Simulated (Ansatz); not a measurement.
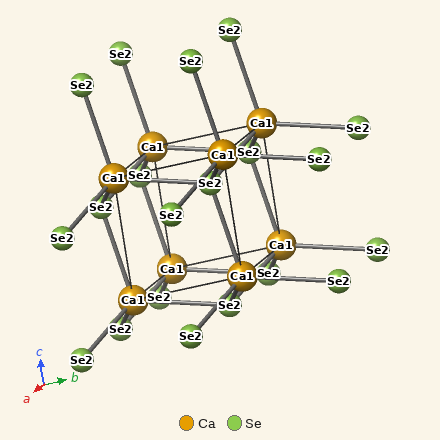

The system is CaSe (F-43m, No. 216; 2 atoms in the cell); the picture shows the reference structure. The cell is strained homogeneously, by one strain along x and y and another along z, with fractional coordinates fixed (x, y and z along the cube axes). The first coordinate is: strain along x and y; the second: strain along z. The scan uses a 5 × 5 grid. At 6 points there is no value. Points are written as (first, second). Energies: meV/atom, counted from the lowest grid point. The reference cell is the one listed in the database, not relaxed at this level. All numbers below come from DFT PBE, scalar-relativistic, plane waves, PAW (Ansatz 0.2.0). Settings: cutoff 420 eV, k-mesh 6×6×6, gaussian smearing 0.05 eV, no spin polarisation.

Its coordinates:

```xyz
2
Lattice="0.0000 3.3000 3.3000 3.3000 0.0000 3.3000 3.3000 3.3000 0.0000" Properties=species:S:1:pos:R:3 pbc="T T T"
Ca    0.0000    0.0000    0.0000
Se    4.9500    4.9500    4.9500
```

Range: strain along x and y from −8 to 8 %; strain along z from −8 to 8 %.

What will the energy surface look like?

The lowest grid point is at (0 %, 0 %). The highest grid point, (−8 %, −8 %), lies 256 meV/atom above the lowest. The gap on the k-mesh is 3.1 eV at the lowest point and runs from 2.5 to 3.5 eV over the map.

```csv
"strain along z ↓, strain along x and y →",−8,−4,0,4,8
8,37,9,28,86,173
4,60,–,8,–,–
0,104,22,0,25,88
−4,169,–,5,–,–
−8,256,102,22,3,33
```

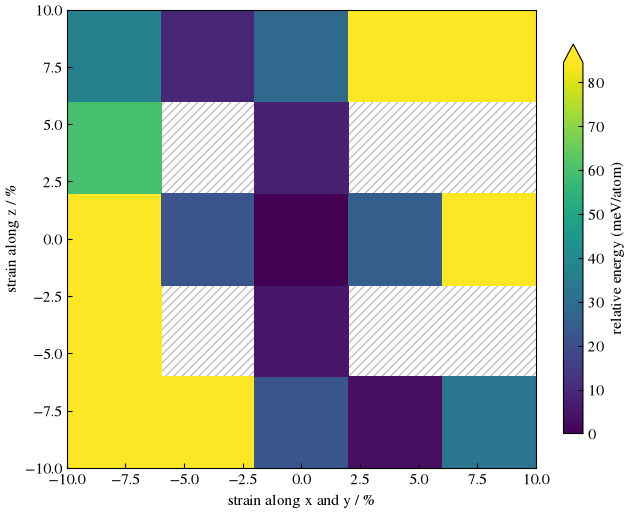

In the figure: one coloured cell a grid point, one colour for all values above the top of the scale, hatched blanks where no value was computed.
